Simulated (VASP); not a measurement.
Run report: Hf, geometry relaxation (part 3 of 3)

Hf (2 atoms in the cell); Kohn-Sham DFT of a periodic cell, PBEsol, VASP PAW PBE potentials, recommended, no spin polarisation (VASP 6.6.1); cutoff 520 eV, 3×3×2 k-mesh, Gaussian smearing of 0.1 eV. The structure derives from an entry of the Crystallography Open Database.

Geometry of the input (Å; fractional positions):
```
2.6588  0.0000  0.0000
-1.3294  2.3025  -0.0000
0.0000  0.0000  5.0259
Hf 0.3333  0.6667  0.2500
Hf 0.6667  0.3333  0.7500
```

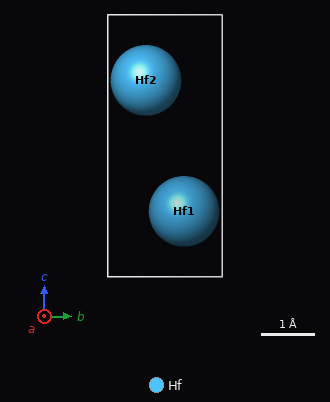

Fig. 1: The geometry at step 7 of the log (ball-and-stick view of the cell of the calculation, along the a axis; atoms are numbered from 1 in the order of the input).

## Parts of OUTCAR, continued
```
 -----------------------------------------------------------------------------------
    total drift:                               -0.000001      0.000001     -0.000000

  FREE ENERGIE OF THE ION-ELECTRON SYSTEM (eV)
  ---------------------------------------------------
  free  energy   TOTEN  =       -18.5694056507 eV

  energy  without entropy=      -18.5506064378  energy(sigma->0) =      -18.56000604

  enthalpy is  TOTEN    =        -5.3159777345 eV   P V=       13.2534279162

[... ionic steps 4 to 11 ...]

--------------------------------------- Ionic step       12  -------------------------------------------

 number of electron      19.9999998 magnetization

------------------------ aborting loop because EDIFF is reached ----------------------------------------

  FORCE on cell =-STRESS in cart. coord.  units (eV):
  Direction    XX          YY          ZZ          XY          YZ          ZX
  --------------------------------------------------------------------------------------
  -------------------------------------------------------------------------------------
  Total       12.8715581     12.8715582     12.9406108      0.0000000     -0.0000000     -0.0000000
  in kB      748.4517120    748.4517166    752.4669667      0.0000000     -0.0000000     -0.0000000
  external PRESSURE =      -0.2098682 kB  Pullay stress =     750.0000000 kB

 VOLUME and BASIS-vectors are now :
 -----------------------------------------------------------------------------
  energy-cutoff  :      520.00
  volume of cell :       27.55
      direct lattice vectors                 reciprocal lattice vectors
     2.518738163  0.000000000 -0.000000000     0.397024198  0.229222027 -0.000000000
    -1.259369081  2.181291241  0.000000000    -0.000000000  0.458444054  0.000000000
     0.000000000 -0.000000000  5.015118980     0.000000000  0.000000000  0.199397064

 POSITION                                       TOTAL-FORCE (eV/Angst)
 -----------------------------------------------------------------------------------
     -0.00000      1.45419      1.25378        -0.000000      0.000000      0.000000
      1.25937      0.72710      3.76134         0.000000     -0.000000      0.000000
 -----------------------------------------------------------------------------------
    total drift:                               -0.000001      0.000000     -0.000000

  FREE ENERGIE OF THE ION-ELECTRON SYSTEM (eV)
  ---------------------------------------------------
  free  energy   TOTEN  =       -18.3073757072 eV

  energy  without entropy=      -18.2972678625  energy(sigma->0) =      -18.30232178

  enthalpy is  TOTEN    =        -5.4091907708 eV   P V=       12.8981849363

--------------------------------------- Ionic step       13  -------------------------------------------

 number of electron      19.9999998 magnetization

------------------------ aborting loop because EDIFF is reached ----------------------------------------

  FORCE on cell =-STRESS in cart. coord.  units (eV):
  Direction    XX          YY          ZZ          XY          YZ          ZX
  --------------------------------------------------------------------------------------
  -------------------------------------------------------------------------------------
  Total       12.9326929     12.9326930     12.8387650      0.0000000     -0.0000000     -0.0000000
  in kB      752.1927766    752.1927833    746.7297298      0.0000000     -0.0000000     -0.0000000
  external PRESSURE =       0.3717632 kB  Pullay stress =     750.0000000 kB

 VOLUME and BASIS-vectors are now :
 -----------------------------------------------------------------------------
  energy-cutoff  :      520.00
  volume of cell :       27.55
      direct lattice vectors                 reciprocal lattice vectors
     2.517569394  0.000000000 -0.000000000     0.397208515  0.229328442 -0.000000000
    -1.258784697  2.180279060 -0.000000000    -0.000000000  0.458656884  0.000000000
     0.000000000 -0.000000000  5.018533823     0.000000000  0.000000000  0.199261385

 POSITION                                       TOTAL-FORCE (eV/Angst)
 -----------------------------------------------------------------------------------
     -0.00000      1.45352      1.25463         0.000000      0.000000      0.000000
      1.25878      0.72676      3.76390        -0.000000     -0.000000      0.000000
 -----------------------------------------------------------------------------------
    total drift:                               -0.000001      0.000000     -0.000000

  FREE ENERGIE OF THE ION-ELECTRON SYSTEM (eV)
  ---------------------------------------------------
  free  energy   TOTEN  =       -18.3041326505 eV

  energy  without entropy=      -18.2940245156  energy(sigma->0) =      -18.29907858

  enthalpy is  TOTEN    =        -5.4091408477 eV   P V=       12.8949918028

--------------------------------------- Ionic step       14  -------------------------------------------

 number of electron      19.9999998 magnetization

 Free energy of the ion-electron system (eV)
  ---------------------------------------------------
  ext. energy  EPLUGINS =         0.00000000
  ---------------------------------------------------
  free energy    TOTEN  =       -18.30600006 eV

  energy without entropy =      -18.29589221  energy(sigma->0) =      -18.30094614

 E-fermi :   8.4062     XC(G=0): -13.7958     alpha+bet :-19.3707

 val. band max:        8.3587301040   @ k =   0.3333   0.3333   0.0000
 cond. band min:       8.6096542986   @ k =   0.3333   0.3333   0.0000
 fundamental gap:      0.2509241946
 Fermi energy:         8.4062007896

 k-point     1 :       0.0000    0.0000    0.0000
  band No.  band energies     occupation
      1     -22.7568      2.00000
      2     -20.5099      2.00000
      3     -19.6576      2.00000
      4     -19.6576      2.00000
      5     -19.5205      2.00000
      6     -19.5205      2.00000
      7       0.2574      2.00000
      8       3.2773      2.00000
      9       6.7978      2.00000
     10      10.1163      0.00000
     11      10.1163      0.00000
     12      10.1371      0.00000
     13      10.7137      0.00000
     14      10.7137      0.00000

 k-point     2 :       0.3333    0.0000    0.0000
  band No.  band energies     occupation
      1     -23.1117      2.00000
      2     -22.8901      2.00000
      3     -21.6983      2.00000
      4     -20.4881      2.00000
      5     -20.3771      2.00000
      6     -20.2234      2.00000
      7       3.7034      2.00000
      8       4.2410      2.00000
      9       5.1080      2.00000
     10       7.4523      2.00000
     11       8.8525      0.00000
     12      11.0814      0.00000
     13      12.2874      0.00000
     14      14.6329      0.00000

 k-point     3 :       0.3333    0.3333    0.0000
  band No.  band energies     occupation
      1     -22.9758      2.00000
      2     -22.7635      2.00000
      3     -22.7635      2.00000
      4     -22.5200      2.00000
      5     -20.7152      2.00000
      6     -20.7152      2.00000
      7       4.6473      2.00000
      8       7.9531      2.00000
      9       7.9531      2.00000
     10       8.3587      1.49799
     11       8.3587      1.49799
     12       8.6097      0.00401
     13      11.3861      0.00000
     14      13.3724      0.00000

 k-point     4 :       0.0000    0.0000    0.5000
  band No.  band energies     occupation
      1     -21.7183      2.00000
      2     -21.7183      2.00000
      3     -19.5893      2.00000
      4     -19.5893      2.00000
      5     -19.5893      2.00000
      6     -19.5893      2.00000
      7       2.5082      2.00000
      8       2.5082      2.00000
      9       7.1334      2.00000
     10       7.1334      2.00000
     11      10.2830      0.00000
     12      10.2830      0.00000
     13      10.2830      0.00000
     14      10.2830      0.00000

 k-point     5 :       0.3333    0.0000    0.5000
  band No.  band energies     occupation
      1     -23.0781      2.00000
      2     -23.0781      2.00000
      3     -20.9607      2.00000
      4     -20.9607      2.00000
      5     -20.3575      2.00000
      6     -20.3575      2.00000
      7       3.7482      2.00000
      8       3.7482      2.00000
      9       5.7033      2.00000
     10       5.7033      2.00000
     11      11.7514      0.00000
     12      11.7514      0.00000
     13      14.2246      0.00000
     14      14.2246      0.00000

 k-point     6 :       0.3333    0.3333    0.5000
  band No.  band energies     occupation
      1     -22.8595      2.00000
      2     -22.8595      2.00000
      3     -22.7534      2.00000
      4     -22.7534      2.00000
      5     -20.5796      2.00000
      6     -20.5796      2.00000
      7       5.8311      2.00000
      8       5.8311      2.00000
      9       6.7259      2.00000
     10       6.7259      2.00000
     11       9.9001      0.00000
     12       9.9001      0.00000
     13      11.3552      0.00000
     14      11.3552      0.00000

------------------------ aborting loop because EDIFF is reached ----------------------------------------

  FORCE on cell =-STRESS in cart. coord.  units (eV):
  Direction    XX          YY          ZZ          XY          YZ          ZX
  --------------------------------------------------------------------------------------
  -------------------------------------------------------------------------------------
  Total       12.8974962     12.8974963     12.8965235      0.0000000     -0.0000000     -0.0000000
  in kB      750.0383196    750.0383251    749.9817509      0.0000000     -0.0000000     -0.0000000
  external PRESSURE =       0.0194652 kB  Pullay stress =     750.0000000 kB

 VOLUME and BASIS-vectors are now :
 -----------------------------------------------------------------------------
  energy-cutoff  :      520.00
  volume of cell :       27.55
      direct lattice vectors                 reciprocal lattice vectors
     2.518244401  0.000000000 -0.000000000     0.397102044  0.229266971 -0.000000000
    -1.259122201  2.180863632 -0.000000000    -0.000000000  0.458533943  0.000000000
     0.000000000 -0.000000000  5.016561623     0.000000000  0.000000000  0.199339722

 POSITION                                       TOTAL-FORCE (eV/Angst)
 -----------------------------------------------------------------------------------
     -0.00000      1.45391      1.25414         0.000000     -0.000000      0.000000
      1.25912      0.72695      3.76242        -0.000000      0.000000      0.000000
 -----------------------------------------------------------------------------------
    total drift:                               -0.000001      0.000000     -0.000000

  FREE ENERGIE OF THE ION-ELECTRON SYSTEM (eV)
  ---------------------------------------------------
  free  energy   TOTEN  =       -18.3060000580 eV

  energy  without entropy=      -18.2958922127  energy(sigma->0) =      -18.30094614

  enthalpy is  TOTEN    =        -5.4091627909 eV   P V=       12.8968372671

 reached required accuracy - stopping structural energy minimisation
```

## CONTCAR
```
Hf
   1.00000000000000
     2.5182444013539591    0.0000000000306881   -0.0000000000000000
    -1.2591222006030454    2.1808636324465258   -0.0000000000000000
     0.0000000000000000   -0.0000000000000000    5.0165616233190526
  Hf
     2
Direct
     0.3333333300000021    0.6666666699999979    0.2500000000000000
     0.6666666699999979    0.3333333300000021    0.7500000000000000

  0.00000000E+00  0.00000000E+00  0.00000000E+00
  0.00000000E+00  0.00000000E+00  0.00000000E+00
```

## Trajectory as extended XYZ (Å, eV, eV/Å), 14 frames, from step=0 to step=13
```
2
Lattice="2.6588 0.0000 0.0000 -1.3294 2.3025 0.0000 0.0000 0.0000 5.0259" Properties=species:S:1:pos:R:3:forces:R:3 step=0 energy=-19.51031
Hf    0.0000    1.5350    1.2565    0.0000   0.0000   0.0000
Hf    1.3294    0.7675    3.7694    0.0000   0.0000   0.0000
2
Lattice="2.3509 0.0000 -0.0000 -1.1755 2.0360 0.0000 0.0000 0.0000 4.4442" Properties=species:S:1:pos:R:3:forces:R:3 step=1 energy=-12.67547
Hf    0.0000    1.3573    1.1110    0.0000   0.0000   0.0000
Hf    1.1755    0.6787    3.3331    0.0000   0.0000   0.0000
2
Lattice="2.5860 0.0000 -0.0000 -1.2930 2.2396 0.0000 0.0000 0.0000 4.8885" Properties=species:S:1:pos:R:3:forces:R:3 step=2 energy=-18.56941
Hf    0.0000    1.4931    1.2221    0.0000   0.0000   0.0000
Hf    1.2930    0.7465    3.6664    0.0000   0.0000   0.0000
2
Lattice="2.5826 0.0000 -0.0000 -1.2913 2.2366 0.0000 0.0000 0.0000 4.8820" Properties=species:S:1:pos:R:3:forces:R:3 step=3 energy=-18.51778
Hf    0.0000    1.4911    1.2205    0.0000   0.0000   0.0000
Hf    1.2913    0.7455    3.6615    0.0000   0.0000   0.0000
2
Lattice="2.5809 0.0000 -0.0000 -1.2905 2.2352 0.0000 0.0000 0.0000 4.8789" Properties=species:S:1:pos:R:3:forces:R:3 step=4 energy=-18.49209
Hf    0.0000    1.4901    1.2197    0.0000   0.0000   0.0000
Hf    1.2905    0.7451    3.6591    0.0000   0.0000   0.0000
2
Lattice="2.4971 0.0000 -0.0000 -1.2485 2.1625 0.0000 0.0000 0.0000 5.0475" Properties=species:S:1:pos:R:3:forces:R:3 step=5 energy=-18.15446
Hf    0.0000    1.4417    1.2619    0.0000   0.0000   0.0000
Hf    1.2485    0.7208    3.7856    0.0000   0.0000   0.0000
2
Lattice="2.5141 0.0000 -0.0000 -1.2570 2.1772 0.0000 0.0000 0.0000 5.0133" Properties=species:S:1:pos:R:3:forces:R:3 step=6 energy=-18.25431
Hf    0.0000    1.4515    1.2533    0.0000   0.0000   0.0000
Hf    1.2570    0.7257    3.7600    0.0000   0.0000   0.0000
2
Lattice="2.5195 0.0000 -0.0000 -1.2597 2.1819 0.0000 0.0000 0.0000 5.0024" Properties=species:S:1:pos:R:3:forces:R:3 step=7 energy=-18.28160
Hf    0.0000    1.4546    1.2506    0.0000   0.0000   0.0000
Hf    1.2597    0.7273    3.7518    0.0000   0.0000   0.0000
2
Lattice="2.5163 0.0000 -0.0000 -1.2582 2.1792 0.0000 0.0000 0.0000 5.0088" Properties=species:S:1:pos:R:3:forces:R:3 step=8 energy=-18.26595
Hf    0.0000    1.4528    1.2522    0.0000   0.0000   0.0000
Hf    1.2582    0.7264    3.7566    0.0000   0.0000   0.0000
2
Lattice="2.5257 0.0000 -0.0000 -1.2628 2.1873 -0.0000 0.0000 -0.0000 5.0333" Properties=species:S:1:pos:R:3:forces:R:3 step=9 energy=-18.42285
Hf    0.0000    1.4582    1.2583    0.0000   0.0000   0.0000
Hf    1.2628    0.7291    3.7750    0.0000   0.0000   0.0000
2
Lattice="2.5187 0.0000 -0.0000 -1.2593 2.1812 0.0000 0.0000 -0.0000 5.0150" Properties=species:S:1:pos:R:3:forces:R:3 step=10 energy=-18.30653
Hf    0.0000    1.4542    1.2537    0.0000   0.0000   0.0000
Hf    1.2593    0.7271    3.7612    0.0000   0.0000   0.0000
2
Lattice="2.5187 0.0000 -0.0000 -1.2594 2.1813 0.0000 0.0000 -0.0000 5.0151" Properties=species:S:1:pos:R:3:forces:R:3 step=11 energy=-18.30738
Hf    0.0000    1.4542    1.2538    0.0000   0.0000   0.0000
Hf    1.2594    0.7271    3.7613    0.0000   0.0000   0.0000
2
Lattice="2.5176 0.0000 -0.0000 -1.2588 2.1803 -0.0000 0.0000 -0.0000 5.0185" Properties=species:S:1:pos:R:3:forces:R:3 step=12 energy=-18.30414
Hf    0.0000    1.4535    1.2546    0.0000   0.0000   0.0000
Hf    1.2588    0.7268    3.7639    0.0000   0.0000   0.0000
2
Lattice="2.5182 0.0000 -0.0000 -1.2591 2.1809 -0.0000 0.0000 -0.0000 5.0166" Properties=species:S:1:pos:R:3:forces:R:3 step=13 energy=-18.30601
Hf    0.0000    1.4539    1.2541    0.0000   0.0000   0.0000
Hf    1.2591    0.7270    3.7624    0.0000   0.0000   0.0000
```

## Summary

```tsv
quantity	value
outcome	converged
space group (tolerance 0.01 Å)	P6₃/mmc (194)
electrons treated	20
free energy	−18.3060 eV
gap on the k-point mesh	none (metallic)
pressure	75.00 GPa
final volume	27.55 Å³
largest force (length of the vector) at the end	under 0.001 eV/Å
final cell	a = 2.518 Å, b = 2.518 Å, c = 5.017 Å, α = 90.00°, β = 90.00°, γ = 120.00°
wall time	42 s
peak memory	0.15 GiB
```

Spin–orbit coupling is left out, which matters for Hf. The k-point mesh is coarse for a cell of this size, so the results may not be converged. The volume changed by more than 5 % on the plane waves of the start, so the result carries a basis error; a second relaxation from the end is advised.
